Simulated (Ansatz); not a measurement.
Consider Al2O3.

The calculation's input:

```
crystal:
  lattice:
    - [2.8843249483, 0.0, 0.0]
    - [-1.4421624742, 2.497898678, 0.0]
    - [0.0, 0.0, 9.33675446]
  atoms:
    - { symbol: Al, position: [0.0, 0.0, 0.85000767] }
    - { symbol: Al, position: [0.0, 0.0, 0.14999233] }
    - { symbol: O, position: [0.3333333333, 0.6666666667, 0.77768308] }
    - { symbol: O, position: [0.6666666667, 0.3333333333, 0.0] }
    - { symbol: O, position: [0.3333333333, 0.6666666667, 0.22231692] }
hamiltonian:
  xc: lda
  pseudopotentials: { kind: paw }
kpoints:
  mp_grid: { grid: [11, 11, 3] }
scf:
  occupations: { method: fermi_dirac, width: 0.05 }
output:
  forces: true
  stress: true
  eigenvalues: true
  write_density: true
  write_potential: true
  elf: true
  volumetric_format: npy
relax:
  f_tol: 0.01
  max_steps: 40
  cell: { stress_tol: 0.05 }
```

Run with:

```sh
ansatz run input.yaml --threads 2 --pin off --max-ram 5632MiB --backend cpu --events-out ev --progress --plain --runs-dir out
```

Below, planes, directions and counts refer to the conventional cell (a = 2.84 Å, b = 2.84 Å, c = 9.34 Å, α = 90.00°, β = 90.00°, γ = 120.00°).

The fields are those of the run's last geometry, not of the input's.

Space group P-6m2; a structure from a database of computed crystals, not necessarily the ambient phase.

Computed with Kohn-Sham DFT of a periodic cell, LDA, Ansatz PAW (Ansatz).

What can the converged valence pseudo-density and electron localisation function tell about the bonding?

Al–O (1.77 Å): ρ is about 0.78 e/Å³ halfway; the ELF peaks at about 0.85 in the valence shell of O, 0.7 Å from its nucleus, and is about 0.85 at the midpoint.

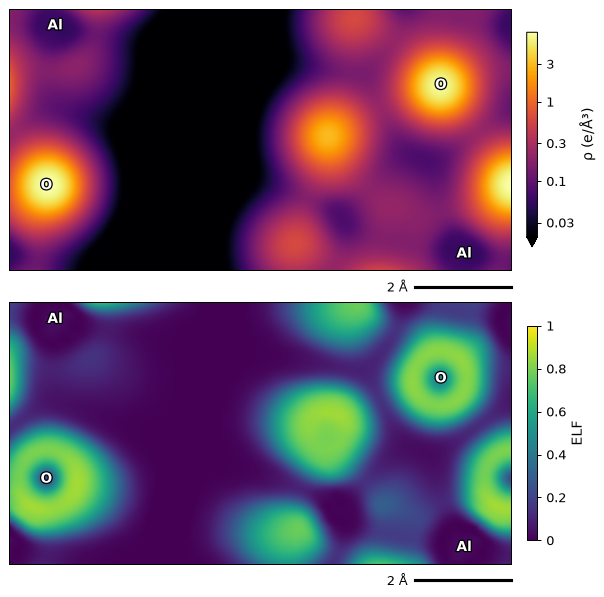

Computed valence pseudo-density and electron localisation function on the (111) plane of the conventional cell, in this order. Atoms just off the plane (Al, 0.4 Å away and O, 0.5 Å away) can leave unmarked features too.

The density is the valence pseudo-density of a PAW calculation; it isn't the true density close to the nuclei.
